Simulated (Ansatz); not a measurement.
# Run report: SiO2, geometry relaxation (part 2 of 3)

The same run, continued: SiO2 (I-42d, 6 atoms in the cell); DFT LDA, scalar-relativistic, plane waves, PAW, no spin polarisation (Ansatz 0.2.0); cutoff 420 eV, 6×6×6 k-mesh, Gaussian smearing of 0.02 eV. The structure derives from a Materials Project entry. It belongs to a series of runs on one base structure; here: relaxed at -3 GPa.

Geometry of the input (Å; fractional positions):
```
-2.4878  2.4878  3.6789
2.4878  -2.4878  3.6789
2.4878  2.4878  -3.6789
Si 0.0000  0.0000  0.0000
Si 0.7500  0.2500  0.5000
O  0.3750  0.2235  0.3485
O  0.9735  0.6250  0.8485
O  0.7765  0.1250  0.1515
O  0.8750  0.0265  0.6515
```

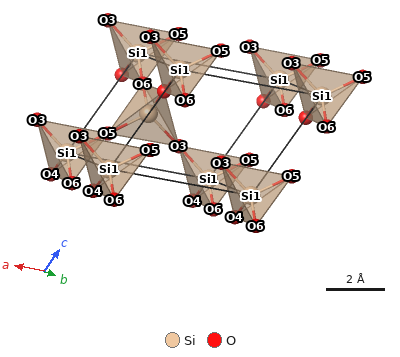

**Figure 1.** The geometry at step 12 of the log (polyhedral view of the cell of the calculation, seen at an oblique angle; polyhedra are completed across the faces of the cell; atoms are numbered from 1 in the order of the input).

## Log, continued
```
relax step   8: F+E_penalty+E_count = -3445.29763194 eV  Δ(F+E_penalty+E_count) = -5.986e-2 eV  max|allowed force component| = 2.205e-3 eV/Å  Δτ_max = 0.0000 Å  P = -2.188 GPa  Ω = 99.599 Å³  stress off target by 9.51e-1 GPa  SCF on the basis re-selected at this cell (its energy is not comparable with the rows above)  (6 SCF iters)
basis re-selected at this cell: Δ(F+E_penalty+E_count) = -5.986e-2 eV, ΔP = +0.876 GPa vs the last step (what re-selecting the basis moved, of the pressure what is left beyond the Pulay correction that the steps carried, after the strain that the cell walked since its last selection, with what the two solves' SCF thresholds leave and, on support functions, any second-order correction that the steps lacked; it is no measure of the basis error at this ecutwfc). This SCF's stress stands 9.51e-1 GPa from its target on what of the cell is left free (relax.cell.stress_tol is 8.00e-2 GPa) and its largest allowed force component is 2.20e-3 eV/Å (relax.f_tol is 8.00e-3 eV/Å): not within both, so this SCF does not close the relaxation
Crystal: 6 atoms, lattice volume = 101.473 Å³
Basis set: ecut = 420 eV, 1989 PW (Γ)
iter 1 solved again at ethr=2.24e-4 eV; its pass at ethr=3.10e-3 eV (dr2=7.18e-2 eV) is discarded
SCF iter   1: F=—  HF=-3445.294944 eV  |F-HF|=—  |Δ(HF+E_count)|=         —  Δρ=1.00e-2  dr2=7.45e-2  ethr=2.24e-4  ⟨swp⟩=1.8  Hψ=4146  notcnv=0
preconditioner: auto → none  [insulator: Δε(μ)=5.309 eV  Ē_g=16.215 eV  σ=0.020 eV  W_gap=1.00  n_scr=14 (ndim 8)  ℏωp=20.9 eV  f_vac=0.317  D(μ)=0.00/eV (n_scr^D=0)  ε∞_Penn≈2.7]
SCF iter   2: F=—  HF=-3445.266478 eV  |F-HF|=—  |Δ(HF+E_count)|=   2.85e-2  Δρ=4.29e-3  dr2=8.77e-3  ethr=2.24e-4  ⟨swp⟩=2.8  Hψ=1204  notcnv=0
SCF iter   3: F=—  HF=-3445.263918 eV  |F-HF|=—  |Δ(HF+E_count)|=   2.56e-3  Δρ=9.70e-4  dr2=3.29e-4  ethr=2.74e-5  ⟨swp⟩=2.6  Hψ=1170  notcnv=0
SCF iter   4: F=—  HF=-3445.263913 eV  |F-HF|=—  |Δ(HF+E_count)|=   5.15e-6  Δρ=4.94e-4  dr2=1.55e-4  ethr=1.03e-6  ⟨swp⟩=2.0  Hψ=1120  notcnv=0
SCF iter   5: F=-3445.263866 eV  HF=-3445.263866 eV  |F-HF|=9.50e-8  |Δ(HF+E_count)|=   4.73e-5  Δρ=4.66e-5  dr2=3.39e-7  ethr=1.87e-9  ⟨swp⟩=5.7  Hψ=3912  notcnv=0
SCF 9 converged in 5 iterations: F = -3445.263866 eV  dr2 = 3.39e-7
  greatest PAW one-centre occupation: 0.854 electrons in one spin orbital (limit 2), on the O atom at site 5 (counted from 0), in its partial waves of l = 0
relax step   9: F+E_penalty+E_count = -3445.26386576 eV  Δ(F+E_penalty+E_count) = +3.377e-2 eV  max|allowed force component| = 7.849e-3 eV/Å  Δτ_max = 0.0846 Å  P = -2.780 GPa  Ω = 101.473 Å³  energy of the carried Pulay correction = -7.871e-3 eV  (5 SCF iters, dr2 threshold 6.00e-7 eV, accepted)
Crystal: 6 atoms, lattice volume = 103.702 Å³
Basis set: ecut = 420 eV, 2085 PW (Γ)
iter 1 solved again at ethr=5.55e-4 eV; its pass at ethr=3.10e-3 eV (dr2=1.78e-1 eV) is discarded
SCF iter   1: F=—  HF=-3445.282950 eV  |F-HF|=—  |Δ(HF+E_count)|=         —  Δρ=1.53e-2  dr2=1.81e-1  ethr=5.55e-4  ⟨swp⟩=1.2  Hψ=4112  notcnv=0
preconditioner: auto → none  [insulator: Δε(μ)=5.228 eV  Ē_g=16.088 eV  σ=0.020 eV  W_gap=1.00  n_scr=14 (ndim 8)  ℏωp=20.6 eV  f_vac=0.325  D(μ)=0.00/eV (n_scr^D=0)  ε∞_Penn≈2.6]
SCF iter   2: F=—  HF=-3445.212943 eV  |F-HF|=—  |Δ(HF+E_count)|=   7.00e-2  Δρ=6.48e-3  dr2=2.10e-2  ethr=5.55e-4  ⟨swp⟩=2.9  Hψ=1232  notcnv=0
SCF iter   3: F=—  HF=-3445.206728 eV  |F-HF|=—  |Δ(HF+E_count)|=   6.22e-3  Δρ=1.41e-3  dr2=5.83e-4  ethr=6.55e-5  ⟨swp⟩=2.6  Hψ=1169  notcnv=0
SCF iter   4: F=—  HF=-3445.206769 eV  |F-HF|=—  |Δ(HF+E_count)|=   4.14e-5  Δρ=6.85e-4  dr2=3.24e-4  ethr=1.82e-6  ⟨swp⟩=2.0  Hψ=1115  notcnv=0
SCF iter   5: F=—  HF=-3445.206669 eV  |F-HF|=—  |Δ(HF+E_count)|=   1.01e-4  Δρ=7.03e-5  dr2=7.39e-7  ethr=1.01e-6  ⟨swp⟩=2.0  Hψ=1020  notcnv=0
SCF iter   6: F=—  HF=-3445.206666 eV  |F-HF|=—  |Δ(HF+E_count)|=   2.87e-6  Δρ=9.32e-6  dr2=3.99e-8  ethr=5.01e-10  ⟨swp⟩=6.9  Hψ=3144  notcnv=0
SCF iter   7: F=-3445.206666 eV  HF=-3445.206666 eV  |F-HF|=1.96e-11  |Δ(HF+E_count)|=   5.89e-9  Δρ=4.97e-7  dr2=9.63e-11  ethr=1.25e-10  ⟨swp⟩=2.3  Hψ=2432  notcnv=0
SCF 10 converged in 7 iterations: F = -3445.206666 eV  dr2 = 9.63e-11
  greatest PAW one-centre occupation: 0.853 electrons in one spin orbital (limit 2), on the O atom at site 5 (counted from 0), in its partial waves of l = 0
relax step  10: F+E_penalty+E_count = -3445.20666567 eV  Δ(F+E_penalty+E_count) = +5.720e-2 eV  max|allowed force component| = 5.265e-3 eV/Å  Δτ_max = 0.1306 Å  P = -4.839 GPa  Ω = 103.702 Å³  energy of the carried Pulay correction = -1.841e-2 eV  (7 SCF iters, dr2 threshold 1.60e-7 eV, rejected (line search))
Crystal: 6 atoms, lattice volume = 102.167 Å³
iter 1 solved again at ethr=2.11e-4 eV; its pass at ethr=3.10e-3 eV (dr2=6.76e-2 eV) is discarded
SCF iter   1: F=—  HF=-3445.278235 eV  |F-HF|=—  |Δ(HF+E_count)|=         —  Δρ=9.65e-3  dr2=7.03e-2  ethr=2.11e-4  ⟨swp⟩=1.3  Hψ=4163  notcnv=0
preconditioner: auto → none  [insulator: Δε(μ)=5.345 eV  Ē_g=16.249 eV  σ=0.020 eV  W_gap=1.00  n_scr=14 (ndim 8)  ℏωp=20.8 eV  f_vac=0.316  D(μ)=0.00/eV (n_scr^D=0)  ε∞_Penn≈2.6]
SCF iter   2: F=—  HF=-3445.252481 eV  |F-HF|=—  |Δ(HF+E_count)|=   2.58e-2  Δρ=4.26e-3  dr2=8.57e-3  ethr=2.11e-4  ⟨swp⟩=2.6  Hψ=1246  notcnv=0
SCF iter   3: F=—  HF=-3445.250399 eV  |F-HF|=—  |Δ(HF+E_count)|=   2.08e-3  Δρ=1.91e-3  dr2=1.98e-3  ethr=2.68e-5  ⟨swp⟩=2.1  Hψ=1205  notcnv=0
SCF iter   4: F=—  HF=-3445.249867 eV  |F-HF|=—  |Δ(HF+E_count)|=   5.31e-4  Δρ=5.47e-4  dr2=6.58e-5  ethr=6.20e-6  ⟨swp⟩=2.0  Hψ=1129  notcnv=0
SCF iter   5: F=—  HF=-3445.249861 eV  |F-HF|=—  |Δ(HF+E_count)|=   6.19e-6  Δρ=4.49e-5  dr2=3.53e-7  ethr=2.06e-7  ⟨swp⟩=2.0  Hψ=1137  notcnv=0
SCF iter   6: F=—  HF=-3445.249859 eV  |F-HF|=—  |Δ(HF+E_count)|=   2.17e-6  Δρ=4.83e-6  dr2=4.65e-9  ethr=1.10e-9  ⟨swp⟩=2.1  Hψ=1025  notcnv=0
SCF iter   7: F=-3445.249859 eV  HF=-3445.249859 eV  |F-HF|=1.18e-11  |Δ(HF+E_count)|=   1.19e-9  Δρ=2.31e-7  dr2=3.10e-11  ethr=1.00e-12  ⟨swp⟩=3.1  Hψ=2891  notcnv=0
SCF 11 converged in 7 iterations: F = -3445.249859 eV  dr2 = 3.10e-11
  greatest PAW one-centre occupation: 0.854 electrons in one spin orbital (limit 2), on the O atom at site 2 (counted from 0), in its partial waves of l = 0
relax step  11: F+E_penalty+E_count = -3445.24985903 eV  Δ(F+E_penalty+E_count) = +1.401e-2 eV  max|allowed force component| = 5.849e-3 eV/Å  Δτ_max = 0.0531 Å  P = -3.008 GPa  Ω = 102.167 Å³  energy of the carried Pulay correction = -1.101e-2 eV  (7 SCF iters, accepted)
Crystal: 6 atoms, lattice volume = 102.721 Å³
iter 1 solved again at ethr=7.98e-5 eV; its pass at ethr=3.10e-3 eV (dr2=2.55e-2 eV) is discarded
SCF iter   1: F=—  HF=-3445.248351 eV  |F-HF|=—  |Δ(HF+E_count)|=         —  Δρ=6.00e-3  dr2=2.68e-2  ethr=7.98e-5  ⟨swp⟩=1.9  Hψ=3819  notcnv=0
preconditioner: auto → none  [insulator: Δε(μ)=5.259 eV  Ē_g=16.173 eV  σ=0.020 eV  W_gap=1.00  n_scr=14 (ndim 8)  ℏωp=20.7 eV  f_vac=0.321  D(μ)=0.00/eV (n_scr^D=0)  ε∞_Penn≈2.6]
SCF iter   2: F=—  HF=-3445.238023 eV  |F-HF|=—  |Δ(HF+E_count)|=   1.03e-2  Δρ=2.56e-3  dr2=3.14e-3  ethr=7.98e-5  ⟨swp⟩=2.9  Hψ=1241  notcnv=0
SCF iter   3: F=—  HF=-3445.237104 eV  |F-HF|=—  |Δ(HF+E_count)|=   9.19e-4  Δρ=5.87e-4  dr2=1.09e-4  ethr=9.80e-6  ⟨swp⟩=2.8  Hψ=1102  notcnv=0
SCF iter   4: F=—  HF=-3445.237104 eV  |F-HF|=—  |Δ(HF+E_count)|=   2.17e-7  Δρ=2.93e-4  dr2=5.62e-5  ethr=3.42e-7  ⟨swp⟩=2.0  Hψ=1115  notcnv=0
SCF iter   5: F=—  HF=-3445.237088 eV  |F-HF|=—  |Δ(HF+E_count)|=   1.63e-5  Δρ=2.85e-5  dr2=1.12e-7  ethr=1.76e-7  ⟨swp⟩=2.0  Hψ=1020  notcnv=0
SCF iter   6: F=—  HF=-3445.237086 eV  |F-HF|=—  |Δ(HF+E_count)|=   2.06e-6  Δρ=2.71e-6  dr2=3.87e-9  ethr=3.51e-10  ⟨swp⟩=2.5  Hψ=1084  notcnv=0
SCF iter   7: F=-3445.237086 eV  HF=-3445.237086 eV  |F-HF|=1.09e-11  |Δ(HF+E_count)|=  9.02e-10  Δρ=2.10e-7  dr2=2.36e-11  ethr=1.00e-12  ⟨swp⟩=4.0  Hψ=2925  notcnv=0
SCF 12 converged in 7 iterations: F = -3445.237086 eV  dr2 = 2.36e-11
relax step  12: F+E_penalty+E_count = -3445.23708596 eV  Δ(F+E_penalty+E_count) = +1.277e-2 eV  max|allowed force component| = 2.194e-3 eV/Å  Δτ_max = 0.0507 Å  P = -3.483 GPa  Ω = 102.721 Å³  energy of the carried Pulay correction = -1.361e-2 eV  (7 SCF iters, accepted)
Crystal: 6 atoms, lattice volume = 102.359 Å³
iter 1 solved again at ethr=3.02e-6 eV; its pass at ethr=3.10e-3 eV (dr2=9.66e-4 eV) is discarded
SCF iter   1: F=—  HF=-3445.246476 eV  |F-HF|=—  |Δ(HF+E_count)|=         —  Δρ=1.04e-3  dr2=9.15e-4  ethr=3.02e-6  ⟨swp⟩=2.2  Hψ=3553  notcnv=0
preconditioner: auto → none  [insulator: Δε(μ)=5.288 eV  Ē_g=16.218 eV  σ=0.020 eV  W_gap=1.00  n_scr=14 (ndim 8)  ℏωp=20.8 eV  f_vac=0.319  D(μ)=0.00/eV (n_scr^D=0)  ε∞_Penn≈2.6]
SCF iter   2: F=—  HF=-3445.246160 eV  |F-HF|=—  |Δ(HF+E_count)|=   3.16e-4  Δρ=4.69e-4  dr2=1.15e-4  ethr=2.86e-6  ⟨swp⟩=2.0  Hψ=1025  notcnv=0
SCF iter   3: F=—  HF=-3445.246121 eV  |F-HF|=—  |Δ(HF+E_count)|=   3.90e-5  Δρ=1.84e-4  dr2=1.70e-5  ethr=3.58e-7  ⟨swp⟩=2.0  Hψ=1025  notcnv=0
SCF iter   4: F=-3445.246116 eV  HF=-3445.246116 eV  |F-HF|=7.27e-8  |Δ(HF+E_count)|=   4.57e-6  Δρ=4.59e-5  dr2=4.80e-7  ethr=1.87e-9  ⟨swp⟩=5.3  Hψ=3464  notcnv=0
SCF 13 converged in 4 iterations: F = -3445.246116 eV  dr2 = 4.80e-7
relax step  13: F+E_penalty+E_count = -3445.24611615 eV  Δ(F+E_penalty+E_count) = -9.030e-3 eV  max|allowed force component| = 4.631e-4 eV/Å  Δτ_max = 0.0061 Å  P = -2.956 GPa  Ω = 102.359 Å³  energy of the carried Pulay correction = -1.190e-2 eV  (4 SCF iters, dr2 threshold 6.00e-7 eV, accepted)
iter 1 solved again at ethr=2.79e-7 eV; its pass at ethr=3.10e-3 eV (dr2=8.94e-5 eV) is discarded
SCF iter   1: F=—  HF=-3445.258740 eV  |F-HF|=—  |Δ(HF+E_count)|=         —  Δρ=3.09e-4  dr2=1.18e-5  ethr=2.79e-7  ⟨swp⟩=3.0  Hψ=5733  notcnv=0
preconditioner: auto → none  [insulator: Δε(μ)=5.277 eV  Ē_g=16.209 eV  σ=0.020 eV  W_gap=1.00  n_scr=14 (ndim 8)  ℏωp=20.8 eV  f_vac=0.320  D(μ)=0.00/eV (n_scr^D=0)  ε∞_Penn≈2.6]
SCF iter   2: F=—  HF=-3445.258790 eV  |F-HF|=—  |Δ(HF+E_count)|=   4.94e-5  Δρ=1.44e-4  dr2=3.30e-6  ethr=3.69e-8  ⟨swp⟩=2.0  Hψ=1020  notcnv=0
SCF iter   3: F=—  HF=-3445.258804 eV  |F-HF|=—  |Δ(HF+E_count)|=   1.48e-5  Δρ=5.83e-5  dr2=5.33e-7  ethr=1.03e-8  ⟨swp⟩=2.0  Hψ=956  notcnv=0
SCF iter   4: F=—  HF=-3445.258807 eV  |F-HF|=—  |Δ(HF+E_count)|=   2.49e-6  Δρ=3.31e-6  dr2=2.56e-9  ethr=1.67e-9  ⟨swp⟩=2.0  Hψ=1023  notcnv=0
SCF iter   5: F=-3445.258807 eV  HF=-3445.258807 eV  |F-HF|=2.46e-11  |Δ(HF+E_count)|=   8.04e-9  Δρ=3.70e-7  dr2=5.74e-11  ethr=1.00e-12  ⟨swp⟩=4.1  Hψ=2860  notcnv=0
SCF 14 converged in 5 iterations: F = -3445.258807 eV  dr2 = 5.74e-11
relax step  14: F+E_penalty+E_count = -3445.25880695 eV  Δ(F+E_penalty+E_count) = -1.269e-2 eV  max|allowed force component| = 5.401e-4 eV/Å  Δτ_max = 0.0000 Å  P = -2.887 GPa  Ω = 102.359 Å³  stress off target by 1.52e-1 GPa  SCF on the basis re-selected at this cell (its energy is not comparable with the rows above)  (5 SCF iters)
basis re-selected at this cell: Δ(F+E_penalty+E_count) = -1.269e-2 eV, ΔP = +0.069 GPa vs the last step (what re-selecting the basis moved, of the pressure what is left beyond the Pulay correction that the steps carried, after the strain that the cell walked since its last selection, with what the two solves' SCF thresholds leave and, on support functions, any second-order correction that the steps lacked; it is no measure of the basis error at this ecutwfc). This SCF's stress stands 1.52e-1 GPa from its target on what of the cell is left free (relax.cell.stress_tol is 8.00e-2 GPa) and its largest allowed force component is 5.40e-4 eV/Å (relax.f_tol is 8.00e-3 eV/Å): not within both, so this SCF does not close the relaxation
Crystal: 6 atoms, lattice volume = 102.438 Å³
iter 1 solved again at ethr=4.64e-7 eV; its pass at ethr=3.10e-3 eV (dr2=1.48e-4 eV) is discarded
SCF iter   1: F=—  HF=-3445.257153 eV  |F-HF|=—  |Δ(HF+E_count)|=         —  Δρ=4.61e-4  dr2=1.62e-4  ethr=4.64e-7  ⟨swp⟩=2.9  Hψ=3828  notcnv=0
preconditioner: auto → none  [insulator: Δε(μ)=5.271 eV  Ē_g=16.201 eV  σ=0.020 eV  W_gap=1.00  n_scr=14 (ndim 8)  ℏωp=20.8 eV  f_vac=0.319  D(μ)=0.00/eV (n_scr^D=0)  ε∞_Penn≈2.6]
SCF iter   2: F=—  HF=-3445.257093 eV  |F-HF|=—  |Δ(HF+E_count)|=   6.01e-5  Δρ=2.00e-4  dr2=1.96e-5  ethr=4.64e-7  ⟨swp⟩=2.3  Hψ=1057  notcnv=0
SCF iter   3: F=—  HF=-3445.257090 eV  |F-HF|=—  |Δ(HF+E_count)|=   3.47e-6  Δρ=8.86e-5  dr2=4.37e-6  ethr=6.13e-8  ⟨swp⟩=2.0  Hψ=1020  notcnv=0
SCF iter   4: F=—  HF=-3445.257089 eV  |F-HF|=—  |Δ(HF+E_count)|=   1.16e-6  Δρ=2.59e-5  dr2=1.59e-7  ethr=1.36e-8  ⟨swp⟩=2.0  Hψ=1023  notcnv=0
SCF iter   5: F=-3445.257089 eV  HF=-3445.257089 eV  |F-HF|=2.84e-10  |Δ(HF+E_count)|=   8.59e-9  Δρ=2.59e-6  dr2=1.31e-9  ethr=1.80e-10  ⟨swp⟩=4.7  Hψ=2415  notcnv=0
SCF 15 converged in 5 iterations: F = -3445.257089 eV  dr2 = 1.31e-9
  greatest PAW one-centre occupation: 0.854 electrons in one spin orbital (limit 2), on the O atom at site 3 (counted from 0), in its partial waves of l = 0
relax step  15: F+E_penalty+E_count = -3445.25708859 eV  Δ(F+E_penalty+E_count) = +1.718e-3 eV  max|allowed force component| = 3.447e-4 eV/Å  Δτ_max = 0.0036 Å  P = -2.996 GPa  Ω = 102.438 Å³  energy of the carried Pulay correction = -3.091e-4 eV  (5 SCF iters, dr2 threshold 5.76e-8 eV, accepted)
iter 1 solved again at ethr=2.38e-7 eV; its pass at ethr=3.10e-3 eV (dr2=7.60e-5 eV) is discarded
SCF iter   1: F=—  HF=-3445.257666 eV  |F-HF|=—  |Δ(HF+E_count)|=         —  Δρ=1.69e-5  dr2=3.73e-8  ethr=2.38e-7  ⟨swp⟩=3.0  Hψ=5752  notcnv=0
eigensolver tolerance schedule: the retry pair's looser diagonalisation over-reported the residual by 2037.45 of it (diagonalisation noise at 0.19 of the residual, at the tolerance the schedule requests for it); recorded, not acted on — ethr = c·dr2/N_el stays at c = 1.0e-1
preconditioner: auto → none  [insulator: Δε(μ)=5.274 eV  Ē_g=16.203 eV  σ=0.020 eV  W_gap=1.00  n_scr=14 (ndim 8)  ℏωp=20.8 eV  f_vac=0.319  D(μ)=0.00/eV (n_scr^D=0)  ε∞_Penn≈2.6]
SCF iter   2: F=—  HF=-3445.257665 eV  |F-HF|=—  |Δ(HF+E_count)|=   8.30e-7  Δρ=7.95e-6  dr2=7.74e-9  ethr=1.17e-10  ⟨swp⟩=3.1  Hψ=1354  notcnv=0
SCF iter   3: F=—  HF=-3445.257665 eV  |F-HF|=—  |Δ(HF+E_count)|=   1.45e-8  Δρ=1.69e-6  dr2=1.04e-9  ethr=2.42e-11  ⟨swp⟩=2.4  Hψ=1069  notcnv=0
SCF iter   4: F=-3445.257665 eV  HF=-3445.257665 eV  |F-HF|=5.73e-11  |Δ(HF+E_count)|=  1.31e-10  Δρ=3.97e-7  dr2=8.07e-11  ethr=1.00e-12  ⟨swp⟩=3.4  Hψ=2949  notcnv=0
SCF 16 converged in 4 iterations: F = -3445.257665 eV  dr2 = 8.07e-11
relax step  16: F+E_penalty+E_count = -3445.25766534 eV  Δ(F+E_penalty+E_count) = -5.768e-4 eV  max|allowed force component| = 3.554e-4 eV/Å  Δτ_max = 0.0000 Å  P = -2.994 GPa  Ω = 102.438 Å³  stress off target by 1.31e-2 GPa  SCF on the basis re-selected at this cell (its energy is not comparable with the rows above)  (4 SCF iters)
```

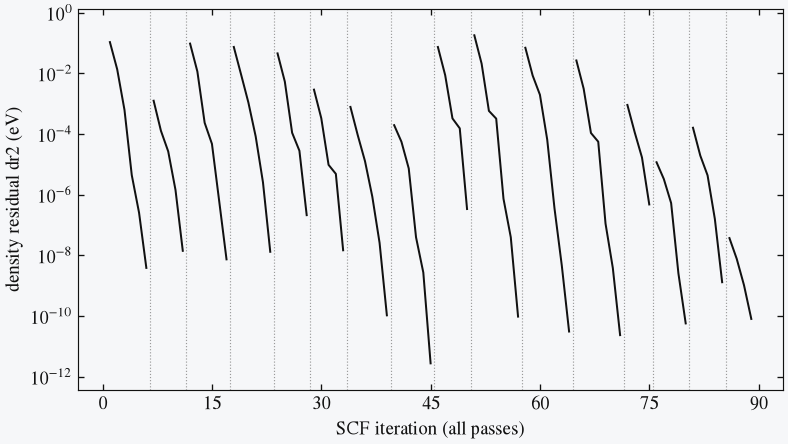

**Figure 2.** Convergence of the self-consistent field: density residual dr2 against the SCF iteration. The dotted lines part the SCF passes of the relaxation: geometry steps, rejected trials and re-solves on a re-selected basis. The 16 passes take 4 to 7 iterations each, 89 in all.

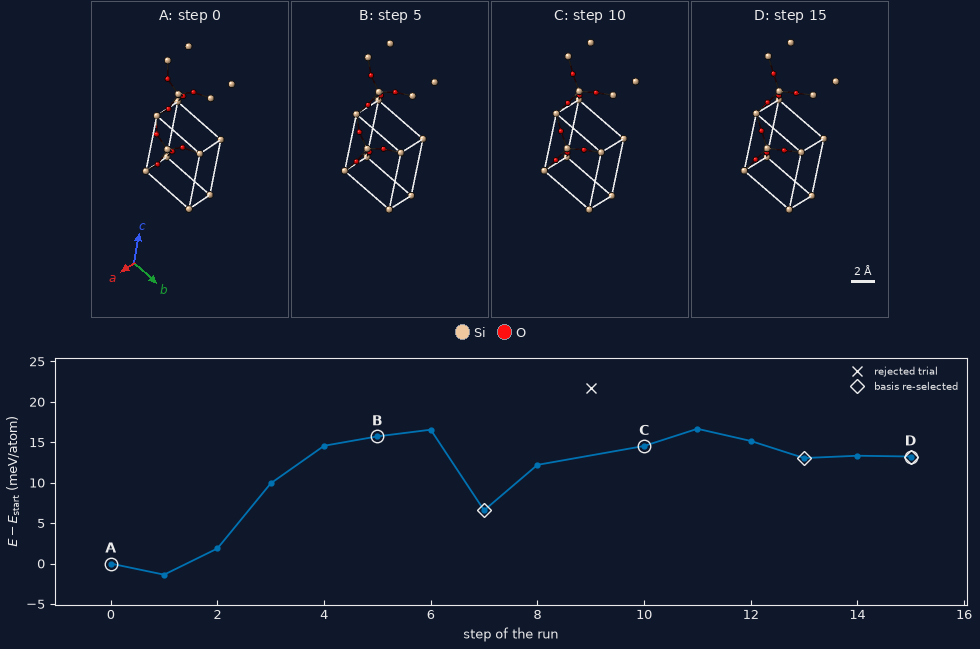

**Figure 3.** Frames of the relaxation (ball-and-stick view of the cell of the calculation, repeated 1 × 1 × 2, seen slightly off an axis) above the curves, on which the letters mark them (the first geometry is step 0 here and step 1 in the log).
